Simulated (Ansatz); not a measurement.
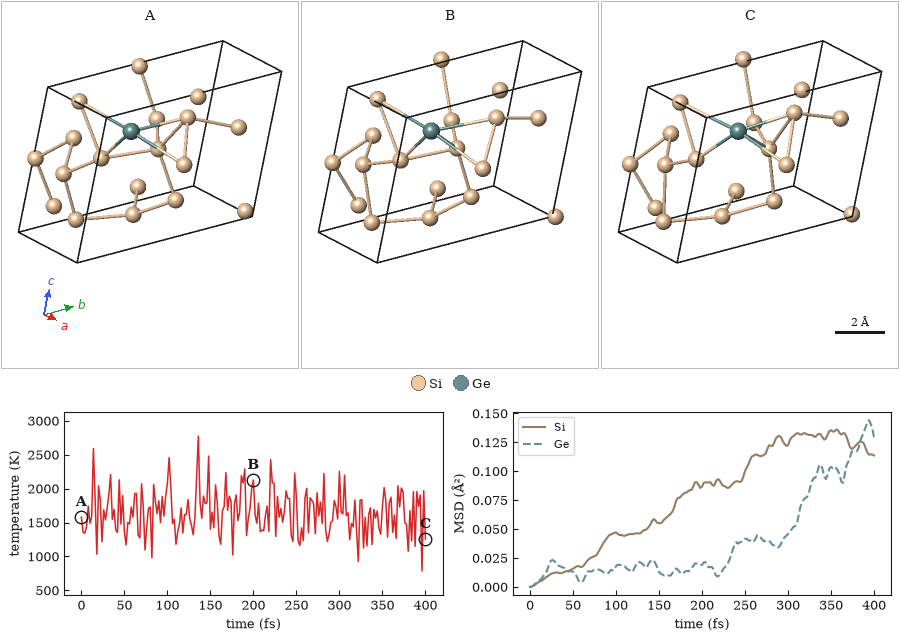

First-principles dynamics of Si with an interstitial Ge (17 atoms in the cell), 400 fs long. It starts from the last geometry of an earlier run, with fresh velocities. Frames (A at 0 fs, B at 200 fs, C at 400 fs) and the history of the run. Style: ball-and-stick. Shown: the reduced simulation cell, slightly off an axis. Bonds to atoms that aren't drawn are left out. Lengths and directions refer to the drawn axes.

Level of theory: DFT PBE, scalar-relativistic, plane waves, PAW in Ansatz. Set-up: plane-wave cutoff 420 eV; k-point mesh 2 × 2 × 2; Fermi-Dirac smearing 0.02 eV; low-accuracy preset; Langevin thermostat (NVT); set temperature 1680 K; time step 2 fs; friction 0.5 per fs.

> What do the frames and curves show?

The mean temperature in the second half is 1622 K (standard deviation 317 K). The potential energy in the second half lies on average 84.6 meV per atom above the first frame. Root-mean-square distances from the starting positions over the second half, with the common drift of all atoms taken out: Si 0.34 Å, Ge 0.26 Å. That is small against the typical shortest distance between atoms in the first frame, about 2.3 Å: the atoms vibrate about their sites and the arrangement holds. The friction is so strong that the slow modes are overdamped, and the motion no longer resembles free dynamics.

Limits of the set-up: the k-point mesh is coarse for a cell with partly filled bands; the program's low-accuracy preset was used; the periodic images lie only 7.7 Å apart, so the values are limited by the cell's size.

Cost: 23 min on 1 thread of Arm Neoverse V1, with other jobs on the host, peak memory 0.62 GiB.

PAW datasets: the set soft_1.
